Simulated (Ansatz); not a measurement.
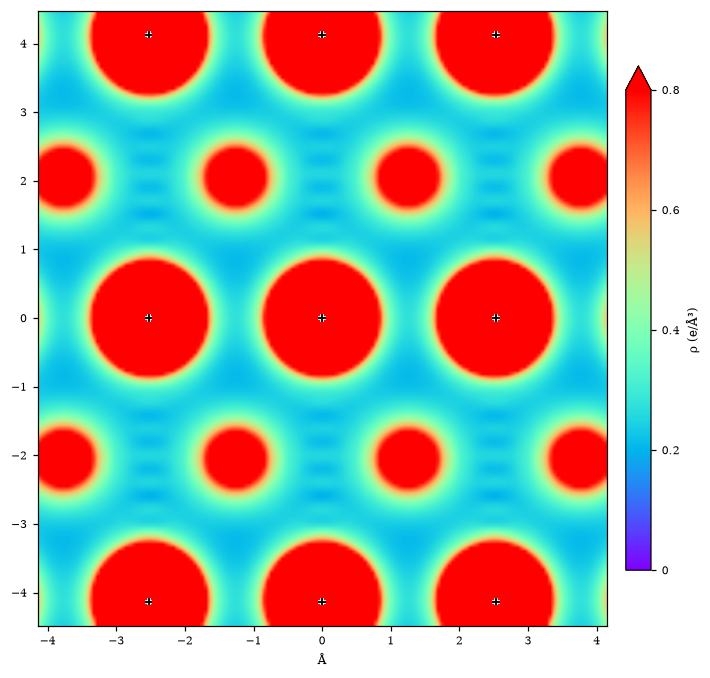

The valence electron density on a plane through atoms (crosses mark nuclei in the plane).

Level of theory: DFT r2SCAN, scalar-relativistic, plane waves, PAW (Ansatz 0.2.0).

Candidates:
A. Ru, a = 2.70 Å, b = 2.70 Å, c = 4.27 Å, α = 90.00°, β = 90.00°, γ = 120.00°. Space group P6₃/mmc; computed without spin polarisation.
B. TiO2, a = 14.16 Å, b = 2.96 Å, c = 4.70 Å, α = 90.00°, β = 91.48°, γ = 90.00°. Space group C2/m; a structure from a database of computed crystals, not necessarily the ambient phase; computed without spin polarisation.
C. Cu, a = 2.53 Å, b = 2.53 Å, c = 4.13 Å, α = 90.00°, β = 90.00°, γ = 119.98°. Space group P6₃/mmc; computed without spin polarisation.

### Which system is this?

Candidate C: Cu on the (010) plane of the conventional cell, which holds Cu. Cu–Cu (2.53 Å): ρ at the midpoint is about 0.28 e/Å³.
